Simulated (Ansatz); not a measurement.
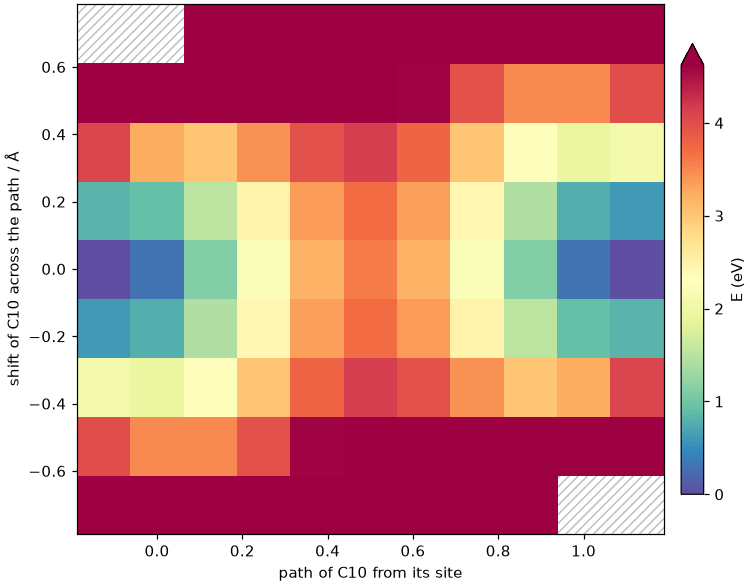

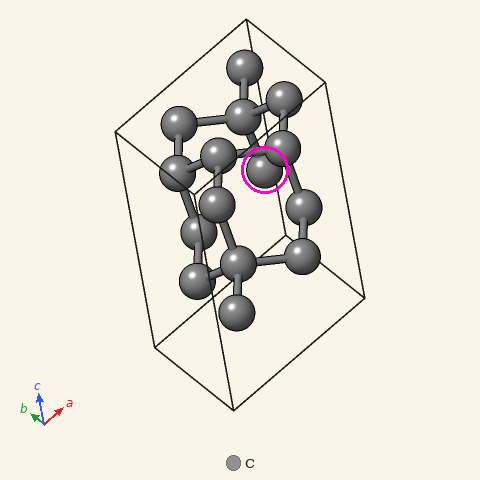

Energy landscape of C (Fd-3m phase) with one C vacancy (15 atoms in the cell). 
- An atom moved over a plane that holds its own site and a neighbouring vacancy (x along [2 −2 1] of the conventional cell).
- First axis: path of C10 from its site (0) to the vacancy (1), 1.539 Å. Second axis: shift of C10 across the path, along the Cartesian direction [−1 1 2].
- Nothing is relaxed (all other atoms held at the sites of the perfect crystal).
- The grid has 11 × 9 points; 48 points were computed and 47 follow by symmetry. At 4 points there is no value (left out of the scan, as a rule where atoms come close).
- Points are written as (first, second).
- Energies: eV per cell, counted from the lowest grid point.
- All numbers below come from DFT PBEsol, scalar-relativistic, plane waves, PAW in Ansatz. Settings: cutoff 420 eV, k-mesh 6×6×6, gaussian smearing 0.05 eV, no spin polarisation.

Drawn: one coloured cell a grid point, one colour for all values above the top of the scale, hatched blanks where no value was computed. The second picture is the structure at the lowest point; rings mark the moved atoms.

Describe this landscape.

The lowest grid point is at (−0.125, 0.000 Å) [nearest 3 C at 1.49 Å]. It lies at the edge of the scanned range, so the true minimum may lie outside. The highest grid point, (−0.125, 0.525 Å) [nearest 1 C at 0.98 Å], lies 12.0 eV above the lowest.

Each point was launched as `ansatz run input.yaml --threads 4 --pin off --max-ram 8192MiB --backend cpu --events-out ev --progress --plain --runs-dir out`. The whole map (48 points run) took 13 min on 4 threads of Arm Neoverse N1, on a shared host.

PAW datasets: the set soft_1.
